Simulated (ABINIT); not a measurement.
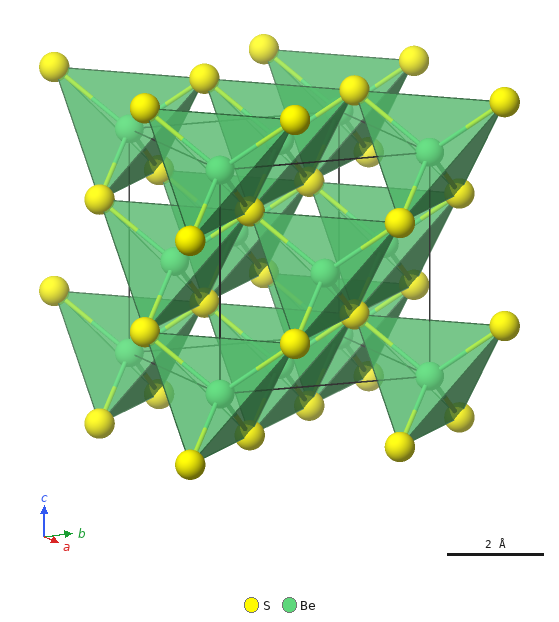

*The structure (polyhedral view of the cell 4 times as large as that of the calculation, set on its symmetry axes, seen slightly off an axis; polyhedra are completed across the faces of the cell).*

**Run report: BeS, optical-spectrum calculation (part 1 of 2)**

System: BeS (F-43m, 2 atoms in the cell).
Method: Kohn-Sham DFT of a periodic cell, LDA, PseudoDojo NC SR LDA v0.4.1 standard, no spin polarisation (ABINIT 10.8.3).

The structure derives from an entry of the Crystallography Open Database.

**Input file**
```
# Datasets
ndtset 3

# Pseudopotentials
pp_dirpath "./"
pseudos "S.upf, Be.upf"

# Structure
acell 6.4088125351 6.4088125351 6.4088125351
rprim
     0.0000000000     0.7071067812     0.7071067812
     0.7071067812     0.0000000000     0.7071067812
     0.7071067812     0.7071067812     0.0000000000
ntypat 2
znucl 16 4
natom 2
typat 1 2
chkprim 0
chksymtnons 0
tolsym 1.0e-6
xred
            3/4            3/4            3/4
            0.0            0.0            0.0

# Plane-wave basis
ecut 44.0
ecutsm 0.5

# k points
ngkpt 6 6 6
nshiftk 4
shiftk
     0.5000000000     0.5000000000     0.5000000000
     0.5000000000     0.0000000000     0.0000000000
     0.0000000000     0.5000000000     0.0000000000
     0.0000000000     0.0000000000     0.5000000000
istwfk *1

# Exchange and correlation
ixc 7

# Bands and occupations
occopt 1

# SCF cycle
nstep 80
diemac 6.0

# Output
iomode 3
prteig 0
prtebands 0

# Dataset 1: ground state
nband1 5
tolvrs1 1.0e-12
prtden1 1
prtwf1 0
kptopt1 1

# Dataset 2: empty bands at fixed density
iscf2 -2
getden2 1
nband2 21
nbdbuf2 4
tolwfr2 1.0e-12
nstep2 120
prtden2 0
kptopt2 1

# Dataset 3: wave functions and velocity matrix elements in the full zone
optdriver3 8
wfk_task3 "wfk_optics_fullbz"
getwfk3 2
nband3 17
kptopt3 1
prtevk3 1
inclvkb3 2
```

**File optic.abi**
```
&FILES
 ddkfile_1 = 'runo_DS3_1_EVK.nc',
 ddkfile_2 = 'runo_DS3_2_EVK.nc',
 ddkfile_3 = 'runo_DS3_3_EVK.nc',
 wfkfile = 'runo_DS3_WFK.nc'
/
&PARAMETERS
 broadening = 0.005512,
 domega = 0.002,
 maxomega = 0.8,
 scissor = 0.018375,
 tolerance = 0.002
/
&COMPUTATIONS
 num_lin_comp = 1,
 lin_comp = 11,
 num_nonlin_comp = 1,
 nonlin_comp = 123
/
```

Hardware: 1 thread of Arm Neoverse V1, 24 GiB of memory available, shared host.

Launch command:
```bash
abinit run.abi > log 2>&1
optic optic.abi > optic.log 2>&1
```

**Output**
```
.Version 10.8.3 of ABINIT
 DATASET    1 : space group F-4 3 m (#216); Bravais cF (face-center cubic)
================================================================================
 Values of the parameters that define the memory need for DATASET  1.
     intxc =       0    ionmov =       0      iscf =       7    lmnmax =       6
     lnmax =       6     mgfft =      40  mpssoang =       3    mqgrid =    3001
     natom =       2  nloc_mem =       1    nspden =       1   nspinor =       1
    nsppol =       1      nsym =      24    n1xccc =    2501    ntypat =       2
    occopt =       1   xclevel =       1
       mpw =        2649          nfft =       64000          nkpt =          28
================================================================================
================================================================================

 DATASET    2 : space group F-4 3 m (#216); Bravais cF (face-center cubic)
================================================================================
 Values of the parameters that define the memory need for DATASET  2.
     intxc =       0    ionmov =       0      iscf =      -2    lmnmax =       6
     lnmax =       6     mgfft =      40  mpssoang =       3    mqgrid =    3001
     natom =       2  nloc_mem =       1    nspden =       1   nspinor =       1
    nsppol =       1      nsym =      24    n1xccc =    2501    ntypat =       2
    occopt =       1   xclevel =       1
       mpw =        2649          nfft =       64000          nkpt =          28
================================================================================
================================================================================

 DATASET    3 : space group F-4 3 m (#216); Bravais cF (face-center cubic)
================================================================================
 Values of the parameters that define the memory need for DATASET  3.
     intxc =       0    ionmov =       0      iscf =       7    lmnmax =       6
     lnmax =       6     mgfft =      40  mpssoang =       3    mqgrid =    3001
     natom =       2  nloc_mem =       1    nspden =       1   nspinor =       1
    nsppol =       1      nsym =      24    n1xccc =    2501    ntypat =       2
    occopt =       1   xclevel =       1
       mpw =        2649          nfft =       64000          nkpt =          28
================================================================================
================================================================================

--------------------------------------------------------------------------------
------------- Echo of variables that govern the present computation ------------
--------------------------------------------------------------------------------
 -outvars: echo values of preprocessed input variables --------
            acell      6.4088125351E+00  6.4088125351E+00  6.4088125351E+00 Bohr
              amu      3.20660000E+01  9.01218200E+00
          chkprim           0
      chksymtnons           0
           diemac      6.00000000E+00
             ecut      4.40000000E+01 Hartree
           ecutsm      5.00000000E-01 Hartree
           getden1          0
           getden2          1
           getden3          0
           getwfk1          0
           getwfk2          0
           getwfk3          2
             iscf1          7
             iscf2         -2
             iscf3          7
              ixc           7
           jdtset        1    2    3
         kptrlatt        6   -6    6     -6    6    6     -6   -6    6
          kptrlen      5.43805776E+01
            natom           2
            nband1          5
            nband2         21
            nband3         17
           nbdbuf1          0
           nbdbuf2          4
           nbdbuf3          0
           ndtset           3
            ngfft          40      40      40
             nkpt          28
            nstep1         80
            nstep2        120
            nstep3         80
             nsym          24
           ntypat           2
        optdriver1          0
        optdriver2          0
        optdriver3          8
           prtden1          1
           prtden2          0
           prtden3          1
        prtebands           0
           prteig           0
           prtevk1          0
           prtevk2          0
           prtevk3          1
            prtwf1          0
            prtwf2          1
            prtwf3          1
            rprim      0.0000000000E+00  7.0710678120E-01  7.0710678120E-01
                       7.0710678120E-01  0.0000000000E+00  7.0710678120E-01
                       7.0710678120E-01  7.0710678120E-01  0.0000000000E+00
           shiftk      5.00000000E-01  5.00000000E-01  5.00000000E-01
          spgroup         216
           tolsym      1.00000000E-06
           tolvrs1     1.00000000E-12
           tolvrs2     0.00000000E+00
           tolvrs3     0.00000000E+00
           tolwfr1     0.00000000E+00
           tolwfr2     1.00000000E-12
           tolwfr3     0.00000000E+00
            typat      1  2
         wfk_task1          0
         wfk_task2          0
         wfk_task3          7
           xangst      3.5971202977E+00  3.5971202977E+00  3.5971202977E+00
                       0.0000000000E+00  0.0000000000E+00  0.0000000000E+00
            xcart      6.7975722045E+00  6.7975722045E+00  6.7975722045E+00
                       0.0000000000E+00  0.0000000000E+00  0.0000000000E+00
             xred      7.5000000000E-01  7.5000000000E-01  7.5000000000E-01
                       0.0000000000E+00  0.0000000000E+00  0.0000000000E+00
            znucl       16.00000    4.00000

================================================================================

 chkinp: Checking input parameters for consistency, jdtset=   1.

 chkinp: Checking input parameters for consistency, jdtset=   2.

 chkinp: Checking input parameters for consistency, jdtset=   3.

================================================================================
== DATASET  1 ==================================================================

--- !DatasetInfo
iteration_state: {dtset: 1, }
dimensions: {natom: 2, nkpt: 28, mband: 5, nsppol: 1, nspinor: 1, nspden: 1, mpw: 2649, }
cutoff_energies: {ecut:  44.0, pawecutdg:  -1.0, }
electrons: {nelect:   1.00000000E+01, charge:   0.00000000E+00, occopt:   1.00000000E+00, tsmear:   1.00000000E-02, }
meta: {optdriver: 0, ionmov: 0, optcell: 0, iscf: 7, paral_kgb: 0, }
...

 Exchange-correlation functional for the present dataset will be:
  LDA: Perdew-Wang 92 LSD fit to Ceperley-Alder data - ixc=7
  J.P.Perdew and Y.Wang, PRB 45, 13244 (1992)

 Real(R)+Recip(G) space primitive vectors, cartesian coordinates (Bohr,Bohr^-1):
 R(1)=  0.0000000  4.5317148  4.5317148  G(1)= -0.1103335  0.1103335  0.1103335
 R(2)=  4.5317148  0.0000000  4.5317148  G(2)=  0.1103335 -0.1103335  0.1103335
 R(3)=  4.5317148  4.5317148  0.0000000  G(3)=  0.1103335  0.1103335 -0.1103335
 Unit cell volume ucvol=  1.8613057E+02 bohr^3
 Angles (23,13,12)=  6.00000000E+01  6.00000000E+01  6.00000000E+01 degrees

 getcut: wavevector=  0.0000  0.0000  0.0000  ngfft=  40  40  40
         ecut(hartree)=     44.000   => boxcut(ratio)=   2.09022

--- Pseudopotential description ------------------------------------------------
- pspini: atom type   1  psp file is ./S.upf
  16.00000   6.00000  180309                  znucl, zion, pspdat
12 -1012 2 -1 1132                            pspcod,pspxc,lmax,lloc,mmax
     nproj     2     2     2

- pspini: atom type   2  psp file is ./Be.upf
   4.00000   4.00000  180309                  znucl, zion, pspdat
12 -1012 1 -1 1358                            pspcod,pspxc,lmax,lloc,mmax
     nproj     2     2     0

   1.13883759E+02                                ecore*ucvol(ha*bohr**3)
--------------------------------------------------------------------------------

================================================================================

--- !BeginCycle
iteration_state: {dtset: 1, }
solver: {iscf: 7, nstep: 80, nline: 4, wfoptalg: 0, }
tolerances: {tolvrs: 1.00E-12, }
...

     iter   Etot(hartree)      deltaE(h)  residm     vres2
 ETOT  1  -24.938089613652    -2.494E+01 1.542E-01 3.189E+01
 ETOT  2  -24.971036876840    -3.295E-02 1.681E-04 1.386E+00
 ETOT  3  -24.971154459394    -1.176E-04 1.414E-06 2.270E-01
 ETOT  4  -24.971180142527    -2.568E-05 1.889E-07 5.477E-04
 ETOT  5  -24.971180176835    -3.431E-08 6.544E-10 1.954E-05
 ETOT  6  -24.971180178585    -1.750E-09 2.594E-11 2.794E-07
 ETOT  7  -24.971180178615    -2.977E-11 2.779E-13 3.523E-09
 ETOT  8  -24.971180178615     1.208E-13 1.484E-15 7.133E-11
 ETOT  9  -24.971180178615    -3.730E-13 7.691E-17 5.603E-13

 At SCF step    9       vres2   =  5.60E-13 < tolvrs=  1.00E-12 =>converged.

 Cartesian components of stress tensor (hartree/bohr^3)
  sigma(1 1)=  5.44041622E-07  sigma(3 2)=  0.00000000E+00
  sigma(2 2)=  5.44041622E-07  sigma(3 1)=  0.00000000E+00
  sigma(3 3)=  5.44041622E-07  sigma(2 1)=  0.00000000E+00
```
